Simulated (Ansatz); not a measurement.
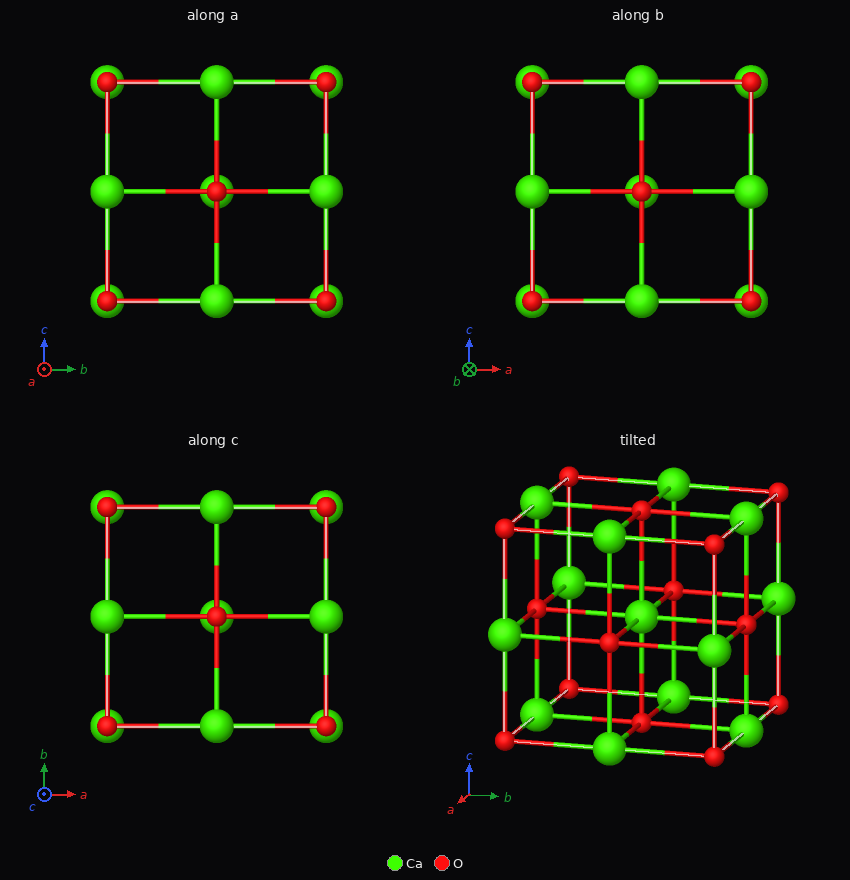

This ball-and-stick model is shown along the a axis, along the b axis, along the c axis and slightly off an axis. One conventional unit cell is framed, with atoms on its boundary repeated.

Lattice parameters: a = 4.831 Å, b = 4.831 Å, c = 4.831 Å, α = 90.00°, β = 90.00°, γ = 90.00°.

> Set out the cell and atoms as a table of Wyckoff sites.

Space group Fm-3m (No. 225).
```csv
atom,site,x,y,z
Ca,4b,0.5000,0.0000,0.0000
O,4a,0.0000,0.0000,0.0000
```

The structure comes from a structure type known for this compound. Earlier steps of the study, as a rule a relaxation of our own, may have changed the cell and positions, so they can lie some per cent off the listed ones. A calculation with Ansatz used it as input.
